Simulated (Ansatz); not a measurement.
# Geometry relaxation of Al5Cu (part 2 of 2)

Continued. System: Al5Cu (6 atoms in the cell). Method: DFT PBE, scalar-relativistic, plane waves, PAW, no spin polarisation (Ansatz 0.2.0); cutoff 420 eV, 18×18×4 k-mesh, Gaussian smearing of 0.1 eV. The structure was made by a generator, so it may or may not be a known phase.

Geometry of the input (Å; fractional positions):
```
2.9433  -0.0000  0.0000
-1.4716  2.5490  0.0000
0.0000  0.0000  13.7328
Al 0.0000  0.0000  0.0000
Al 0.3333  0.6667  0.8242
Al 0.6667  0.3333  0.6493
Al 0.3333  0.6667  0.3507
Al 0.6667  0.3333  0.1758
Cu 0.0000  0.0000  0.5000
```

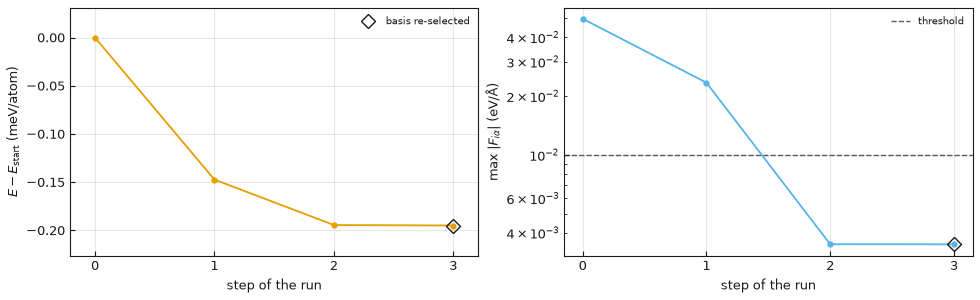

**Figure 1.** Progress of the relaxation, step by step (the first geometry is step 0 here and step 1 in the log). The energy falls by 0.2 meV per atom in 2 geometry steps. Largest force component: 0.05 eV/Å at the start, 0.0035 eV/Å at the end. The pressure goes from −6.56 to −6.46 GPa. The largest moves relative to the cell, 0.015 Å, are those of Al3 and Al4. Cu stays in place. Among the contacts that change: Al3–Cu6 2.663 → 2.648 Å, Cu6–Cu6 2.943 → 2.948 Å, Al1–Al1 2.943 → 2.948 Å. The space group stays P-3m1 (No. 164). A last SCF at the same geometry on a re-selected plane-wave basis shifts the energy by next to nothing (0.0 meV per atom). (Atoms are counted from 1 in the order of the input.)

```
basis re-selected at this cell: Δ(F+E_penalty+E_count) = -3.357e-6 eV, ΔP = -0.001 GPa vs the last step (what re-selecting the basis moved, of the pressure what is left beyond the Pulay correction that the steps carried, after the strain that the cell walked since its last selection, with what the two solves' SCF thresholds leave and, on support functions, any second-order correction that the steps lacked; it is no measure of the basis error at this ecutwfc). This SCF's stress stands 3.97e-2 GPa from its target on what of the cell is left free (relax.cell.stress_tol is 1.00e-1 GPa) and its largest allowed force component is 3.49e-3 eV/Å (relax.f_tol is 1.00e-2 eV/Å): within both
SCF converged after 6 iterations
Free energy (F): -9312.702616 eV
Harris-Foulkes:  -9312.702616 eV  (|F-HF|=5.28e-11)
Internal energy: -9312.689223 eV  (E = F + TS)
E sigma→0 (E₀):  -9312.695920 eV
Entropy (-TS):   -0.013393 eV (-2.232 meV/atom)
Fermi energy:    8.065622 eV
--- Per-component energies (eV) ---
  E_band       = -474.118340
  E_kinetic    = 406.491017
  E_local      = -11006.282108  (includes V_loc(G=0)·N_el)
  E_nonlocal   = 440.621734
  E_hartree    = 5205.688357
  E_xc         = -284.802074
  E_vxc        = -255.846860  (∫ρ·V_xc dr)
  E_paw        = -3999.322798  (= ΣΔE_a)
  E_vpaw       = -470.478784  (= ΣTr[D̂ρ^β])
  E_aug_tail   = 0.000277  (compensation charges beyond the density's cutoff)
  E_ewald      = -75.083628
  E_smearing   = -0.013393  (= −TS)
  E_closure    = 0.000000  (closes the sum)
  Σ components = -9312.702616   (vs F -9312.702616, Δ=0.00e0)
--- Forces (eV/Å), atoms counted from 1 ---
  atom   1  Al    -0.00000000     0.00000000     0.00000000
  atom   2  Al     0.00000000    -0.00000000    -0.00021976
  atom   3  Al    -0.00000000    -0.00000000     0.00349285
  atom   4  Al     0.00000000     0.00000000    -0.00349285
  atom   5  Al    -0.00000000     0.00000000     0.00021976
  atom   6  Cu    -0.00000000     0.00000000     0.00000000
  max |Σ_I F_I| component: 4.48e-18 eV/Å
--- Stress (GPa, compression-positive) ---
       -6.443018      -0.000000       0.000000
        0.000000      -6.443018      -0.000000
        0.000000      -0.000000      -6.502596
  P = ⅓ Tr σ = -6.4629 GPa (-64.629 kbar)
--- Band table (eV; the first three rows and the last of 138) ---
  k-point 0: bands = ["-104.9638", "-62.4306", "-62.2758", "-62.2758", "-2.3367", "-1.6683", "-1.3606", "0.6570", "1.0772", "3.9033", "4.5252", "4.9024", "4.9024", "5.1342", "5.1342", "5.6320", "9.8280", "10.6677", "16.2461", "16.9591", "18.2714", "18.2714", "18.2902"]
  k-point 1: bands = ["-104.9638", "-62.4306", "-62.2758", "-62.2758", "-2.2939", "-1.8777", "-1.0594", "0.1352", "1.6859", "3.4346", "4.4606", "4.9024", "4.9024", "5.1342", "5.1342", "6.2300", "8.8269", "11.7629", "14.9522", "18.2196", "18.2935", "18.2935", "18.2965"]
  k-point 2: bands = ["-104.9638", "-62.4306", "-62.2758", "-62.2758", "-2.2160", "-2.0431", "-0.6983", "-0.3191", "2.3753", "2.7388", "4.4431", "4.9024", "4.9024", "5.1342", "5.1342", "6.9866", "7.9359", "12.9529", "13.6989", "18.2970", "18.2970", "18.3285", "18.3285"]
  k-point 137: bands = ["-104.9627", "-62.4289", "-62.2854", "-62.2854", "4.0895", "4.0895", "4.2056", "4.3978", "4.3978", "5.1631", "5.2573", "5.2573", "5.7836", "5.7836", "5.9699", "6.6316", "6.7786", "6.7786", "7.3292", "7.8758", "7.8758", "9.7370", "10.2105"]
--- Relaxed structure (3 steps of the walk, 3 accepted, 1 SCFs on fresh bases) ---
  F+E_penalty+E_count = -9312.70261622 eV   max|allowed force component| = 3.493e-3 eV/Å   (the final SCF, on the basis selected at the relaxed cell)
  cell:  # Å, volume = 103.0282 Å³
    - [2.9478705347446894, -2.9949889557593274e-8, -8.458892389387279e-20]
    - [-1.4739352414349798, 2.5529307851314633, 1.6917784778772437e-19]
    - [-3.946745438263145e-19, 6.835963784004514e-19, 13.690170226582882]
  atoms:
    - { symbol: Al, position: [5.55640340297451e-34, 1.1045010658659167e-34, -5.26332327189572e-21] }
    - { symbol: Al, position: [0.3333333333333333, 0.6666666666666666, 0.8234237236163595] }
    - { symbol: Al, position: [0.6666666666666666, 0.33333333333333326, 0.648206962620045] }
    - { symbol: Al, position: [0.3333333333333333, 0.6666666666666666, 0.3517930373799551] }
    - { symbol: Al, position: [0.6666666666666666, 0.33333333333333326, 0.17657627638364057] }
    - { symbol: Cu, position: [1.567084222204458e-34, 9.62964972193618e-35, 0.49999999999999994] }
```

**Trajectory as extended XYZ (Å, eV, eV/Å), 4 frames, from step=1 to step=4**
```
6
Lattice="2.9433 0.0000 0.0000 -1.4716 2.5490 0.0000 0.0000 0.0000 13.7328" Properties=species:S:1:pos:R:3:forces:R:3 step=1 energy=-9312.70145 pressure_GPa=-6.56
Al    0.0000    0.0000    0.0000    0.0000   0.0000   0.0000
Al    0.0000    1.6993   11.3184    0.0000   0.0000  -0.0102
Al    1.4716    0.8497    8.9164    0.0000   0.0000  -0.0498
Al    0.0000    1.6993    4.8164    0.0000   0.0000   0.0498
Al    1.4716    0.8497    2.4144    0.0000   0.0000   0.0102
Cu    0.0000    0.0000    6.8664    0.0000   0.0000   0.0000
6
Lattice="2.9451 0.0000 0.0000 -1.4725 2.5505 0.0000 0.0000 0.0000 13.7163" Properties=species:S:1:pos:R:3:forces:R:3 step=2 energy=-9312.70233 pressure_GPa=-6.51
Al    0.0000    0.0000    0.0000    0.0000   0.0000   0.0000
Al    0.0000    1.7003   11.2970    0.0000   0.0000   0.0014
Al    1.4725    0.8502    8.8973    0.0000   0.0000  -0.0235
Al    0.0000    1.7003    4.8190    0.0000   0.0000   0.0235
Al    1.4725    0.8502    2.4194    0.0000   0.0000  -0.0014
Cu    0.0000    0.0000    6.8582    0.0000   0.0000   0.0000
6
Lattice="2.9479 0.0000 0.0000 -1.4739 2.5529 0.0000 0.0000 0.0000 13.6902" Properties=species:S:1:pos:R:3:forces:R:3 step=3 energy=-9312.70261 pressure_GPa=-6.46
Al    0.0000    0.0000    0.0000    0.0000   0.0000   0.0000
Al    0.0000    1.7020   11.2728    0.0000   0.0000  -0.0002
Al    1.4739    0.8510    8.8741    0.0000   0.0000   0.0035
Al    0.0000    1.7020    4.8161    0.0000   0.0000  -0.0035
Al    1.4739    0.8510    2.4174    0.0000   0.0000   0.0002
Cu    0.0000    0.0000    6.8451    0.0000   0.0000   0.0000
6
Lattice="2.9479 0.0000 0.0000 -1.4739 2.5529 0.0000 0.0000 0.0000 13.6902" Properties=species:S:1:pos:R:3:forces:R:3 step=4 energy=-9312.70262 pressure_GPa=-6.46
Al    0.0000    0.0000    0.0000    0.0000   0.0000   0.0000
Al    0.0000    1.7020   11.2728    0.0000   0.0000  -0.0002
Al    1.4739    0.8510    8.8741    0.0000   0.0000   0.0035
Al    0.0000    1.7020    4.8161    0.0000   0.0000  -0.0035
Al    1.4739    0.8510    2.4174    0.0000   0.0000   0.0002
Cu    0.0000    0.0000    6.8451    0.0000   0.0000   0.0000
```

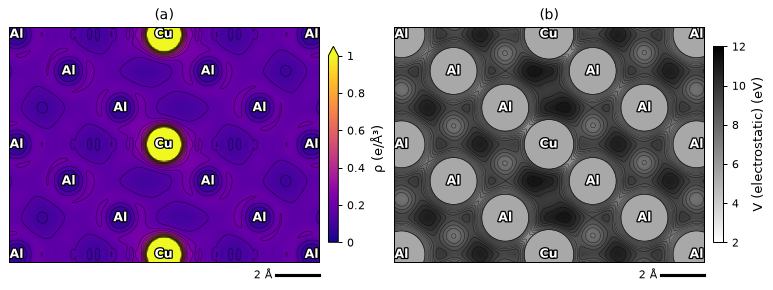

**Figure 2.** (a) valence electron density; (b) electrostatic potential energy of an electron on the (110) plane of the conventional cell. Grey discs, where drawn, cover atomic cores. Al–Cu (2.65 Å): the density is about 0.24 e/Å³ at the midpoint. Al–Al (2.94 Å): ρ is about 0.19 e/Å³ halfway. Away from the nuclei the density in this plane falls to 0.08 e/Å³ at its lowest. Outside the cores the potential energy rises away from the atoms and is highest about 1.8 Å from the nearest atoms; outside the discs it spans about 8 eV, and its zero is arbitrary. In a PAW calculation such maps are meaningful between the atoms, not at the nuclei.

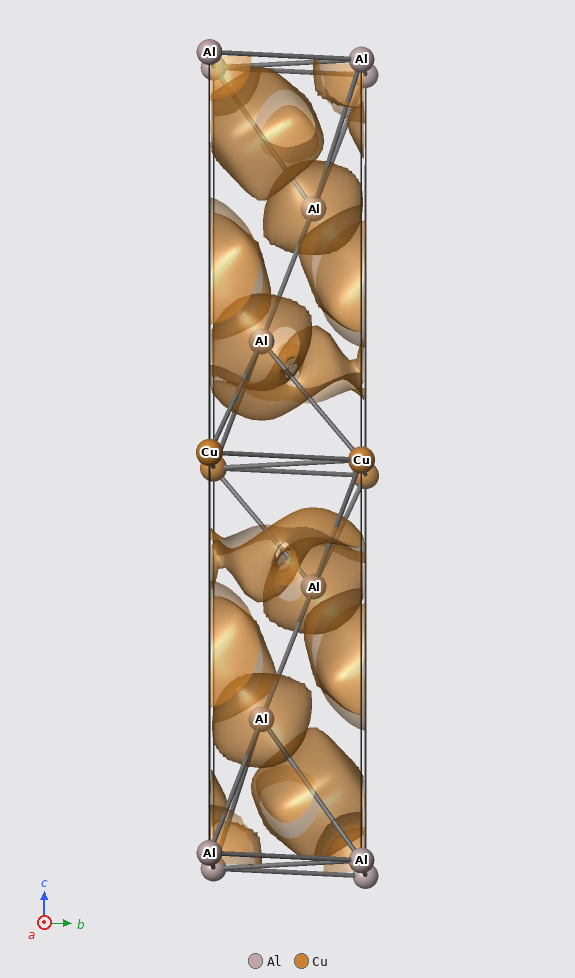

**Figure 3.** Isosurface of the ELF at 0.5 (orange), seen at an oblique angle. Only the valence region is drawn (cores and ρ < 0.01 e/Å³ removed). Sticks mark near contacts. The outline is the cell set on symmetry axes. Values along the shortest contacts: Al–Cu (2.65 Å): the ELF is about 0.45 at the midpoint (nearly free electrons, as in a simple metal). Al–Al (2.94 Å): the ELF is about 0.65 at the midpoint (nearly free electrons, as in a simple metal).
